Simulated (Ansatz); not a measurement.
## What a change does: geometry relaxation on MoSi2

System: MoSi2 (P6₂22, 9 atoms in the cell).
Method of run A: Kohn-Sham DFT of a periodic cell, RPBE with D4, Ansatz PAW, no spin polarisation (Ansatz 0.2.0).

The structure derives from a Materials Project entry. Text and figures count atoms from 1; the logs count them from 0 in places.

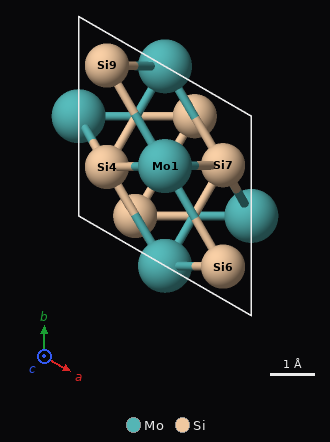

Figure 1. The structure as given in the input (ball-and-stick view of the cell of the calculation, along the c axis; atoms are numbered from 1 in the order of the input). An atom can appear more than once, as a periodic image. Near neighbours in the periodic cell (some may lie outside the picture): Mo has 10 Si at 2.57 to 2.67 Å; Si has 5 Mo at 2.57 to 2.67 Å and 5 Si at 2.55 to 2.67 Å.

### Input file, run A
```yaml
crystal:
  lattice:
    - [4.5854715599, 0.0, 0.0]
    - [-2.29273578, 3.9711348592, 0.0]
    - [0.0, 0.0, 6.5797601]
  atoms:
    - { symbol: Mo, position: [0.5, 0.5, 0.8333333333] }
    - { symbol: Mo, position: [0.0, 0.5, 0.1666666667] }
    - { symbol: Mo, position: [0.5, 0.0, 0.5] }
    - { symbol: Si, position: [0.16387298, 0.32774596, 0.5] }
    - { symbol: Si, position: [0.67225404, 0.83612702, 0.1666666667] }
    - { symbol: Si, position: [0.83612702, 0.16387298, 0.8333333333] }
    - { symbol: Si, position: [0.83612702, 0.67225404, 0.5] }
    - { symbol: Si, position: [0.32774596, 0.16387298, 0.1666666667] }
    - { symbol: Si, position: [0.16387298, 0.83612702, 0.8333333333] }
hamiltonian:
  xc: rpbe
  pseudopotentials: { kind: paw }
  dispersion: d4
kpoints:
  mp_grid: { grid: [7, 7, 4] }
scf:
  occupations: { method: fermi_dirac, width: 0.05 }
output:
  forces: true
  stress: true
  eigenvalues: true
relax:
  f_tol: 0.01
  max_steps: 40
  cell: { stress_tol: 0.05 }
```

Launched with:
```bash
ansatz run input.yaml --threads 4 --pin off --max-ram 11264MiB --backend cpu --events-out ev --progress --plain --runs-dir out
```

Hardware: 4 threads of Arm Neoverse V1, 24 GiB of memory available, shared host.

### Output, shortened to warnings, some set-up lines, iterations and results (run A)
```
Basis set: ecut = 420 eV, 2331 PW (Γ), exchange–correlation on 64×64×90 points (8 copies of the dense FFT grid, shifted against one another)
Symmetry: 12 space group operations
k-points: 24 of 196 (time reversal used)
Initial density: superposition of atomic densities (neutral atoms: chi_scale 0, normalization atom), corrected by the library's trained network
[...]
SCF iter   1: F=—  HF=-18736.309668 eV  |F-HF|=—  |Δ(HF+E_count)|=         —  Δρ=8.16e-3  dr2=9.00e-2  ethr=1.77e-3  ⟨swp⟩=7.5  Hψ=4450  notcnv=0
SCF iter   2: F=—  HF=-18736.300914 eV  |F-HF|=—  |Δ(HF+E_count)|=   8.75e-3  Δρ=3.93e-3  dr2=1.42e-2  ethr=1.36e-4  ⟨swp⟩=1.5  Hψ=1224  notcnv=0  defer=3
SCF iter   3: F=—  HF=-18736.299862 eV  |F-HF|=—  |Δ(HF+E_count)|=   1.05e-3  Δρ=8.43e-4  dr2=5.13e-4  ethr=2.16e-5  ⟨swp⟩=2.0  Hψ=1209  notcnv=0  defer=3
SCF iter   4: F=—  HF=-18736.299823 eV  |F-HF|=—  |Δ(HF+E_count)|=   3.94e-5  Δρ=9.17e-5  dr2=6.77e-6  ethr=7.77e-7  ⟨swp⟩=2.6  Hψ=1504  notcnv=0  defer=3
SCF iter   5: F=—  HF=-18736.299751 eV  |F-HF|=—  |Δ(HF+E_count)|=   7.19e-5  Δρ=9.72e-6  dr2=9.14e-8  ethr=1.03e-8  ⟨swp⟩=2.1  Hψ=1457  notcnv=0  defer=3
[... 30 lines ...]
SCF iter   4: F=—  HF=-18736.368281 eV  |F-HF|=—  |Δ(HF+E_count)|=  4.91e-10  Δρ=7.56e-7  dr2=2.64e-10  ethr=6.43e-12  ⟨swp⟩=2.0  Hψ=1260  notcnv=0
SCF iter   5: F=-18736.368281 eV  HF=-18736.368281 eV  |F-HF|=3.64e-12  |Δ(HF+E_count)|=  1.38e-10  Δρ=1.42e-7  dr2=1.04e-11  ethr=1.00e-12  ⟨swp⟩=1.0  Hψ=1008  notcnv=0
SCF iter   6: F=-18736.368281 eV  HF=-18736.368281 eV  |F-HF|=3.64e-12  |Δ(HF+E_count)|=  3.64e-12  Δρ=1.26e-8  dr2=1.46e-13  ethr=1.00e-12  ⟨swp⟩=2.5  Hψ=3064  notcnv=0
SCF 5 converged in 6 iterations: F = -18736.368281 eV  dr2 = 1.46e-13
relax step   5: F+E_penalty+E_count = -18736.36828107 eV  Δ(F+E_penalty+E_count) = +8.651e-4 eV  max|allowed force component| = 1.658e-3 eV/Å  Δτ_max = 0.0000 Å  P = -0.008 …
basis re-selected at this cell: Δ(F+E_penalty+E_count) = +8.651e-4 eV, ΔP = -0.003 GPa vs the last step (what re-selecting the basis moved, of the pressure what is left beyond the Pulay correction that the steps carried, after the strain that the cell walked since its last selection, with what the …
SCF converged after 6 iterations
Free energy (F): -18736.368281 eV
Harris-Foulkes:  -18736.368281 eV  (|F-HF|=3.64e-12)
Internal energy: -18736.366709 eV  (E = F + TS)
E sigma→0 (E₀):  -18736.367495 eV
Entropy (-TS):   -0.001572 eV (-0.175 meV/atom)
Fermi energy:    17.336591 eV
--- Per-component energies (eV) ---
  E_band       = -89.583446
  E_kinetic    = 1605.226844
  E_local      = -3357.974937  (includes V_loc(G=0)·N_el)
  E_nonlocal   = 573.960878
  E_hartree    = 1262.132016
  E_xc         = -900.152246
  E_vxc        = -990.956431  (∫ρ·V_xc dr)
  E_paw        = -12719.442961  (= ΣΔE_a)
  E_vpaw       = -444.103914  (= ΣTr[D̂ρ^β])
  E_aug_tail   = 0.000101  (compensation charges beyond the density's cutoff)
  E_ewald      = -5189.481826
  E_disp       = -10.217431  (pairwise vdW)
  E_core_change = -0.417147  (= ΣΔE_core)
  E_smearing   = -0.001572  (= −TS)
  E_closure    = -0.000000  (closes the sum)
  Σ components = -18736.368281   (vs F -18736.368281, Δ=0.00e0)
--- Forces (eV/Å), atoms counted from 1 ---
  atom   1  Mo     0.00000000     0.00000000     0.00000000
  atom   2  Mo    -0.00000000    -0.00000000    -0.00000000
  atom   3  Mo     0.00000000     0.00000000    -0.00000000
  atom   4  Si     0.00000000    -0.00165847     0.00000000
  atom   5  Si     0.00143628     0.00082923     0.00000000
  atom   6  Si     0.00143628    -0.00082923     0.00000000
  atom   7  Si    -0.00000000     0.00165847     0.00000000
  atom   8  Si    -0.00143628    -0.00082923     0.00000000
  atom   9  Si    -0.00143628     0.00082923    -0.00000000
  max |Σ_I F_I| component: 4.53e-17 eV/Å
--- Stress (GPa, compression-positive) ---
       -0.010252      -0.000000      -0.000000
       -0.000000      -0.010252      -0.000000
       -0.000000      -0.000000      -0.004961
  P = ⅓ Tr σ = -0.0085 GPa (-0.085 kbar)
--- Relaxed structure (4 steps of the walk, 4 accepted, 1 SCFs on fresh bases) ---
[...]
```

The input of run B differs as follows (lines with − go, lines with + come):
```diff
-  xc: rpbe
+  xc: revpbe
```

How does run B compare with run A?

The total energies belong to different methods, so their difference says nothing on which is more stable or more accurate. The volume per atom goes from 12.93 to 12.97 Å³. The functional changes from RPBE to revPBE. The number of SCF iterations is the same.

### Output, shortened to warnings, some set-up lines, iterations and results (run B)
```
Basis set: ecut = 420 eV, 2331 PW (Γ), exchange–correlation on 64×64×90 points (8 copies of the dense FFT grid, shifted against one another)
Symmetry: 12 space group operations
k-points: 24 of 196 (time reversal used)
Initial density: superposition of atomic densities (neutral atoms: chi_scale 0, normalization atom), corrected by the library's trained network
[...]
SCF iter   1: F=—  HF=-18723.824851 eV  |F-HF|=—  |Δ(HF+E_count)|=         —  Δρ=7.81e-3  dr2=7.96e-2  ethr=1.77e-3  ⟨swp⟩=7.5  Hψ=4447  notcnv=0
SCF iter   2: F=—  HF=-18723.817635 eV  |F-HF|=—  |Δ(HF+E_count)|=   7.22e-3  Δρ=3.76e-3  dr2=1.23e-2  ethr=1.21e-4  ⟨swp⟩=1.4  Hψ=1214  notcnv=0
SCF iter   3: F=—  HF=-18723.816956 eV  |F-HF|=—  |Δ(HF+E_count)|=   6.80e-4  Δρ=8.10e-4  dr2=4.47e-4  ethr=1.87e-5  ⟨swp⟩=2.0  Hψ=1221  notcnv=0
SCF iter   4: F=—  HF=-18723.816947 eV  |F-HF|=—  |Δ(HF+E_count)|=   8.93e-6  Δρ=8.48e-5  dr2=5.36e-6  ethr=6.77e-7  ⟨swp⟩=2.6  Hψ=1520  notcnv=0
SCF iter   5: F=—  HF=-18723.816886 eV  |F-HF|=—  |Δ(HF+E_count)|=   6.06e-5  Δρ=9.21e-6  dr2=6.95e-8  ethr=8.12e-9  ⟨swp⟩=2.1  Hψ=1461  notcnv=0
[... 30 lines ...]
SCF iter   4: F=—  HF=-18723.873301 eV  |F-HF|=—  |Δ(HF+E_count)|=  2.04e-10  Δρ=7.29e-7  dr2=2.85e-10  ethr=6.12e-12  ⟨swp⟩=2.0  Hψ=1255  notcnv=0
SCF iter   5: F=-18723.873301 eV  HF=-18723.873301 eV  |F-HF|=0.00e0  |Δ(HF+E_count)|=  1.09e-10  Δρ=1.26e-7  dr2=7.90e-12  ethr=1.00e-12  ⟨swp⟩=2.1  Hψ=1273  notcnv=0
SCF iter   6: F=-18723.873301 eV  HF=-18723.873301 eV  |F-HF|=3.64e-12  |Δ(HF+E_count)|=  3.64e-12  Δρ=9.80e-9  dr2=8.49e-14  ethr=1.00e-12  ⟨swp⟩=2.5  Hψ=3027  notcnv=0
SCF 5 converged in 6 iterations: F = -18723.873301 eV  dr2 = 8.49e-14
relax step   5: F+E_penalty+E_count = -18723.87330054 eV  Δ(F+E_penalty+E_count) = +7.528e-4 eV  max|allowed force component| = 1.616e-3 eV/Å  Δτ_max = 0.0000 Å  P = -0.008 …
basis re-selected at this cell: Δ(F+E_penalty+E_count) = +7.528e-4 eV, ΔP = -0.004 GPa vs the last step (what re-selecting the basis moved, of the pressure what is left beyond the Pulay correction that the steps carried, after the strain that the cell walked since its last selection, with what the …
SCF converged after 6 iterations
Free energy (F): -18723.873301 eV
Harris-Foulkes:  -18723.873301 eV  (|F-HF|=3.64e-12)
Internal energy: -18723.871706 eV  (E = F + TS)
E sigma→0 (E₀):  -18723.872503 eV
Entropy (-TS):   -0.001595 eV (-0.177 meV/atom)
Fermi energy:    17.261522 eV
--- Per-component energies (eV) ---
  E_band       = -93.996317
  E_kinetic    = 1604.550857
  E_local      = -3365.316108  (includes V_loc(G=0)·N_el)
  E_nonlocal   = 575.464137
  E_hartree    = 1263.596878
  E_xc         = -899.644096
  E_vxc        = -990.804776  (∫ρ·V_xc dr)
  E_paw        = -12708.569762  (= ΣΔE_a)
  E_vpaw       = -445.084283  (= ΣTr[D̂ρ^β])
  E_aug_tail   = 0.000101  (compensation charges beyond the density's cutoff)
  E_ewald      = -5184.781215
  E_disp       = -8.861942  (pairwise vdW)
  E_core_change = -0.310556  (= ΣΔE_core)
  E_smearing   = -0.001595  (= −TS)
  E_closure    = -0.000000  (closes the sum)
  Σ components = -18723.873301   (vs F -18723.873301, Δ=0.00e0)
--- Forces (eV/Å), atoms counted from 1 ---
  atom   1  Mo     0.00000000     0.00000000     0.00000000
  atom   2  Mo     0.00000000     0.00000000    -0.00000000
  atom   3  Mo    -0.00000000    -0.00000000    -0.00000000
  atom   4  Si     0.00000000    -0.00161593     0.00000000
  atom   5  Si     0.00139943     0.00080796     0.00000000
  atom   6  Si     0.00139943    -0.00080796    -0.00000000
  atom   7  Si    -0.00000000     0.00161593    -0.00000000
  atom   8  Si    -0.00139943    -0.00080796     0.00000000
  atom   9  Si    -0.00139943     0.00080796    -0.00000000
  max |Σ_I F_I| component: 1.27e-16 eV/Å
--- Stress (GPa, compression-positive) ---
       -0.009353       0.000000       0.000000
        0.000000      -0.009353      -0.000000
        0.000000      -0.000000      -0.006274
  P = ⅓ Tr σ = -0.0083 GPa (-0.083 kbar)
--- Relaxed structure (4 steps of the walk, 4 accepted, 1 SCFs on fresh bases) ---
[...]
```

### The two runs side by side

| quantity | run A | run B |
| --- | --- | --- |
| outcome | converged | converged |
| free energy per atom (eV) | −2081.8187 | −2080.4304 |
| gap on the mesh (eV) | 0.27 | 0.27 |
| pressure (GPa) | −0.01 | −0.01 |
| volume per atom (Å³) | 12.93 | 12.97 |
| largest force (eV/Å) | 0.002 | 0.002 |
| SCF iterations | 30 | 30 |
| irreducible k-points | 24 | 24 |
| wall time (shared host) | 21 s | 18 s |

For both runs: Points of doubt noted for this run: forces on files of another functional.
